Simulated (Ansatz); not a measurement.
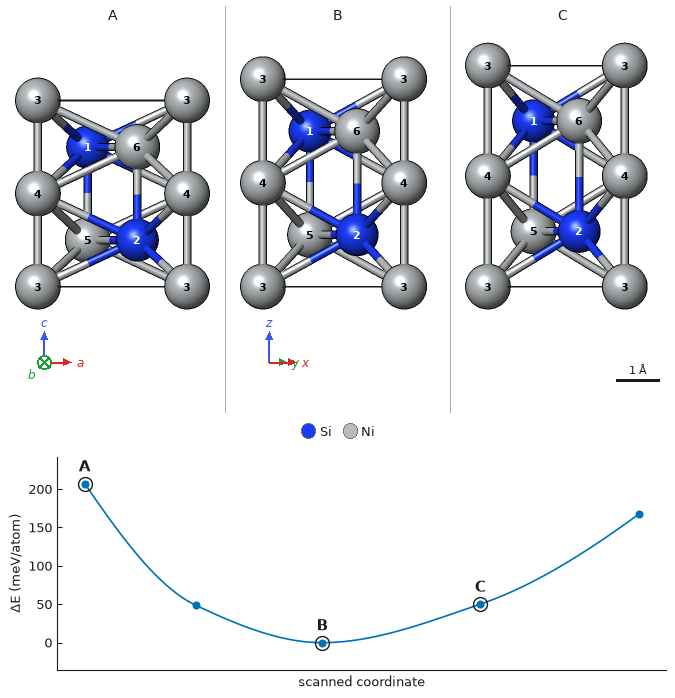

A scan of a crystal of SiNi$_{2}$ (P6_3/mmc) along one coordinate. x, y and z are the Cartesian axes of the input. A ball-and-stick model of the cell of the calculation, seen along the b axis.

Computed with DFT PBEsol, scalar-relativistic, plane waves, PAW in Ansatz. Settings: plane-wave cutoff 420 eV; k-point mesh 18 × 18 × 12; occupations gaussian; smearing width 0.15 eV; no spin polarisation. Energies (free energies at the smearing named) are counted from the relaxed crystal.

### Which coordinate changes from frame to frame?

The ratio of the cell's length along z to its lengths across, counted as 1 for the reference, is changed at fixed volume (a c/a path), with the atoms kept at their fractional coordinates. In the frames the relative ratio is 0.85 (A), 1.00 (B), 1.10 (C). Of the computed points the lowest is at the relative ratio 1.00, 0.0 meV/atom. The distortion keeps the space group P6_3/mmc. At the relative ratio 1.20 the cell of the drawing goes a 3.868 → 3.640 Å, b 3.868 → 3.640 Å, c 4.917 → 5.552 Å.
